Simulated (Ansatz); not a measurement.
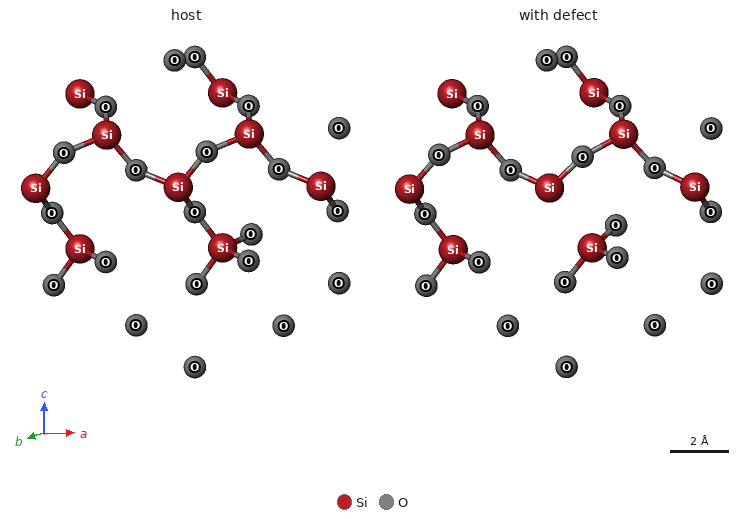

Left: perfect SiO₂. Right: the same region with one point defect, after relaxing the atoms in a supercell of 72 sites. The picture is a ball-and-stick view of the atoms within 6.0 Å of one point, in a slice 3.4 Å thick across the line of sight, seen from a free direction.

The calculation used DFT, PBEsol, PAW, plane waves (Ansatz). Settings: plane-wave cutoff 420 eV; k-point mesh 1 × 1 × 1; mesh shifted by (0.25, 0.25, 0.25); collinear spin. Fermi-Dirac smearing of 0.01 eV. A uniform background neutralises the charged cell. The axes drawn are those of the host's conventional cell.

Which defect is it?

An oxygen atom is taken out (a vacancy).

The charge state of the cell is +1.

What does the relaxation do around it?

Around the empty O site the host had 2 Si at 1.62 Å; after relaxation the nearest atoms are 2 Si at 1.55 to 1.67 Å. Of the host's atoms, an oxygen atom moves furthest from its site, by 0.43 Å. The cell's net moment is 1.00 μB.

Limits of the set-up: the cell is charged, on a uniform background, and energies carry no finite-size correction.
